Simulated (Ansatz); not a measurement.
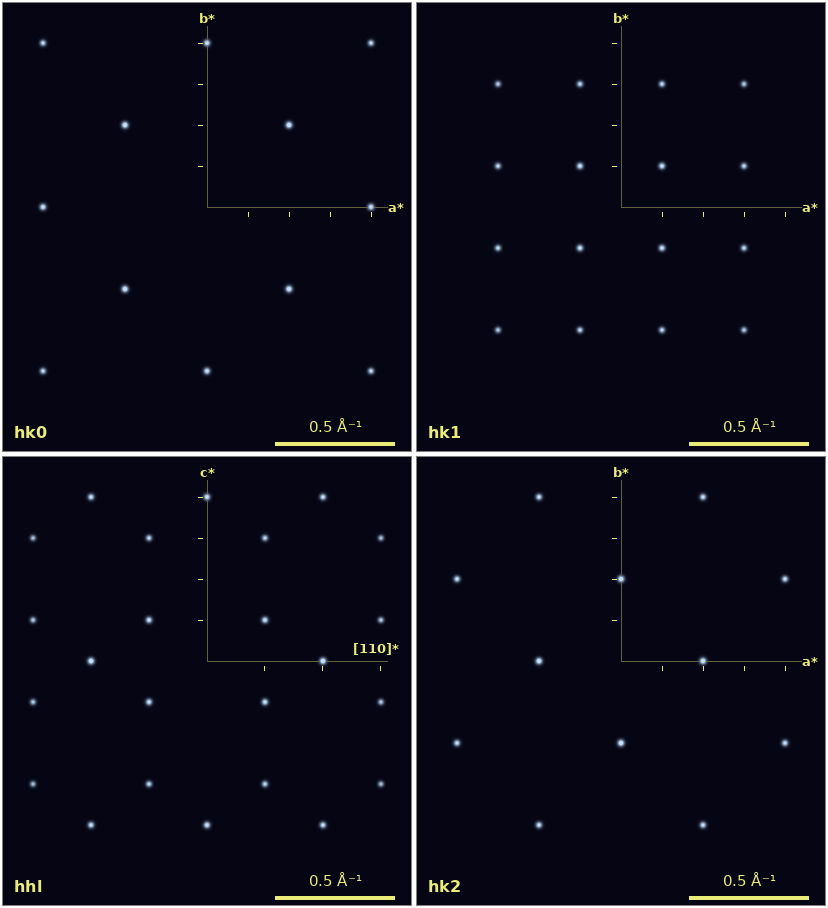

Simulated precession-type sections (X-rays; kinematic intensities, B = 0.5 Å²). The ticks mark integer indices of the conventional cell.

The compound is Pt. Structure: the end point of a relaxation with DFT, PBE, plane waves (420 eV) with PAW, scalar-relativistic in Ansatz; the starting structure was generated, so it need not be a known form of this composition.

**What cell do the layers give?**

a* = 0.173, b* = 0.173, c* = 0.173 Å⁻¹; the cell is cubic with a = 5.78 Å.

**List the systematic absences.**

Reflections are present only under these conditions. hkl: h + k = 2n, h + l = 2n; hk0: h = 2n, h + k = 4n; hhl: h + l = 2n; h00: h = 4n. The lattice is face-centred (F). Further gaps, such as 2 2 2, 4 4 2, come from atoms on special positions, not from the group's general conditions.

**Which space groups fit?**

The intensities have Laue symmetry m-3m (the hk0 layer shows 4mm, hk1 shows 4mm). With these conditions only Fd-3m (No. 227) fits.
